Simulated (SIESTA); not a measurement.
# A series of single points on PbS

System: PbS (2 atoms in the cell).
Method: Kohn-Sham DFT of a periodic cell, PBEsol, PseudoDojo 0.4 standard, converted to PSML, no spin polarisation (SIESTA 5.4.2).

The 7 runs differ only in the geometry, by an even scaling of the cell at fixed fractional positions. The structure derives from a Materials Project entry.

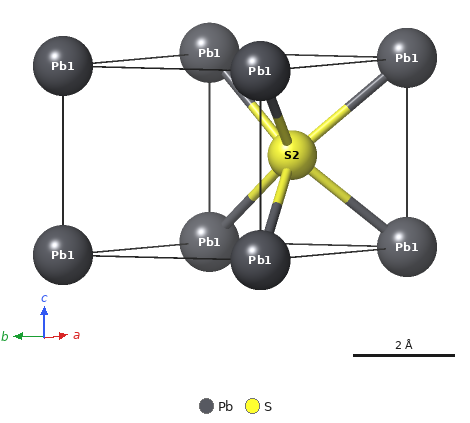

Figure 1. The structure of run 4 (ball-and-stick view of the cell of the calculation, seen at an oblique angle; atoms are numbered from 1 in the order of the input). An atom can appear more than once, as a periodic image.

**Input of run 4**
```
SystemName                      PbS
SystemLabel                     PbS
NumberOfSpecies                 2
NumberOfAtoms                   2
%block ChemicalSpeciesLabel
  1  82 Pb
  2  16 S
%endblock ChemicalSpeciesLabel

LatticeConstant                 1.0 Ang
%block LatticeVectors
     4.0896976867     0.0000000000     0.0000000000
    -2.0448488433     3.5417820905     0.0000000000
     0.0000000000     0.0000000000     3.7881670000
%endblock LatticeVectors
AtomicCoordinatesFormat         Fractional
%block AtomicCoordinatesAndAtomicSpecies
     0.0000000000     0.0000000000     0.0000000000  1  Pb
     0.6666666667     0.3333333333     0.5000000000  2  S
%endblock AtomicCoordinatesAndAtomicSpecies

%block kgrid.MonkhorstPack
    8   0   0  0.0
    0   8   0  0.0
    0   0   7  0.0
%endblock kgrid.MonkhorstPack
XC.Functional                   GGA
XC.Authors                      PBEsol
PAO.BasisSize                   DZP
PAO.EnergyShift                 0.003 Ry
Mesh.Cutoff                     500 Ry
OccupationFunction              FD
ElectronicTemperature           0.05 eV
MaxSCFIterations                120
SCF.MustConverge                false
SCF.Mixer.Method                Pulay
SCF.Mixer.Weight                0.25
SCF.Mixer.History               8
SCF.DM.Tolerance                5.0e-05
SCF.H.Tolerance                 1.0e-03 eV
WriteForces                     true
Charge.Mulliken                 end
%block PAO.Basis
  Pb 4
  n=6 0 2
    6.155 0.000
  n=6 1 2
    8.826 0.000
  n=5 2 2
    4.164 0.000
  n=6 2 1
    8.826
%endblock PAO.Basis
```

Command:
```bash
siesta PbS.fdf > PbS.out 2>&1
```

Lattice vectors (Å) and fractional positions of run 4:
```
   4.089698    0.000000    0.000000
  -2.044849    3.541782    0.000000
   0.000000    0.000000    3.788167
Pb  0.000000  0.000000  0.000000
S   0.666667  0.333333  0.500000
```

Run 3 differs from it as follows:
```diff
-     4.0896976867     0.0000000000     0.0000000000
-    -2.0448488433     3.5417820905     0.0000000000
-     0.0000000000     0.0000000000     3.7881670000
+     4.0622492242     0.0000000000     0.0000000000
+    -2.0311246120     3.5180110247     0.0000000000
+     0.0000000000     0.0000000000     3.7627422943
```

**Results, with one run withheld**

| run | volume per atom (Å³) | free energy per atom, from the lowest run given (meV) | pressure (GPa) | gap on the mesh (eV) |
| --- | --- | --- | --- | --- |
| 1 | 25.789 | 2.13 | 1.29 | 0.00 |
| 2 | 26.338 | 0.00 | 0.01 | 0.00 |
| 3 | 26.887 | ? | ? | ? |
| 4 | 27.435 | 7.34 | −2.05 | 0.10 |
| 5 | 27.984 | 15.96 | −2.96 | 0.17 |
| 6 | 28.533 | 27.54 | −3.77 | 0.25 |
| 7 | 29.082 | 41.73 | −4.50 | 0.31 |

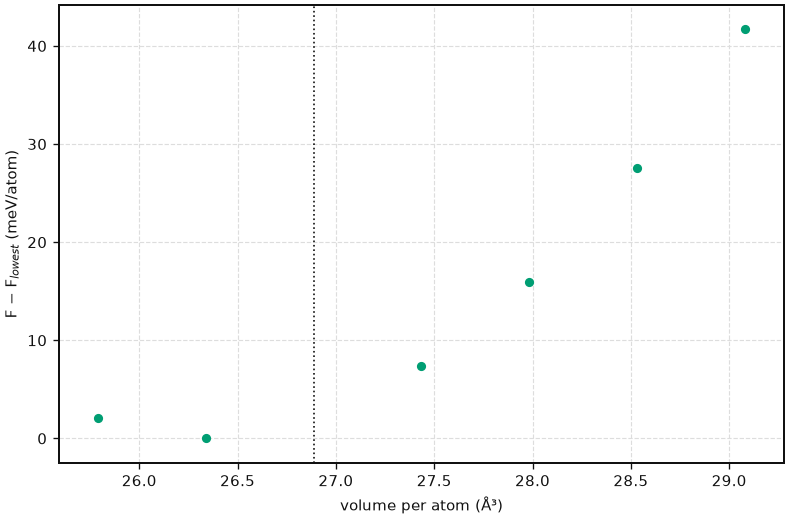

Figure 2. Free energy per atom of the runs given; the dotted line marks run 3.

Fit the runs given and predict run 3.

A cubic polynomial in V^(−2/3) (the Birch–Murnaghan form), fitted to the 6 runs given, misses them by at most 0.03 meV per atom. With x = V^(−2/3) − 0.10980 Å⁻², it reads F = 7.9755 − 5060.8 x + 8.0369e+05 x² + 1.9404e+05 x³ (meV per atom). At run 3 it gives 1.88 meV per atom, and the run itself gives 1.93. The slope of the fit gives a pressure −dF/dV of −1.09 GPa there, and the run prints −1.09 GPa. The fit has its minimum at 26.345 Å³ per atom, where V d²F/dV² gives 55.5 GPa. Cell shape and fractional positions are held, so this is the stiffness under even scaling; the relaxed bulk modulus wasn't computed. The gap on the mesh lies between 0.00 eV (run 1) and 0.31 eV (run 7); run 3 has 0.00 eV. These are gaps of this functional on this mesh, which can miss the band edges; they aren't the measured gap.

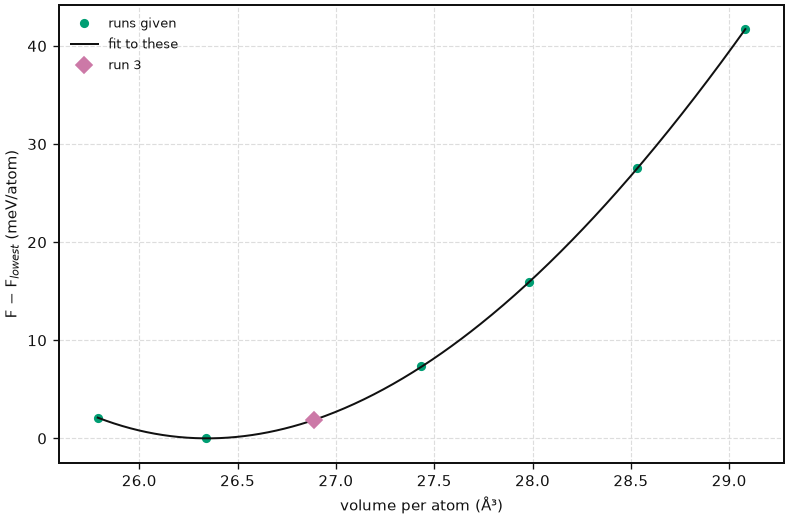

Figure 3. The fit and the withheld run.

**Some lines of the output (run 3)**
```
[...]
outcell: Cell volume (Ang**3)        :     53.7735
stepf: Fermi-Dirac step function
siesta: Etot    =     -2211.477239
siesta: FreeEng =     -2211.477262
        iscf     Eharris(eV)        E_KS(eV)     FreeEng(eV)     dDmax    Ef(eV) dHmax(eV)
siesta: E_KS(eV) =            -2212.3112
siesta: E_KS - E_eggbox =     -2212.3112
siesta: Etot    =     -2212.311174
siesta: FreeEng =     -2212.313783
siesta:         Fermi =      -4.746609
siesta: Cell volume =         53.773491 Ang**3
    Orbital volume contribution        =           2.121407 eV
```

Notes: Points of doubt noted for this run: mulliken charges of long orbitals. Spin–orbit coupling is left out, which matters for Pb. With a small basis of atomic orbitals these values can differ much from converged plane-wave results.
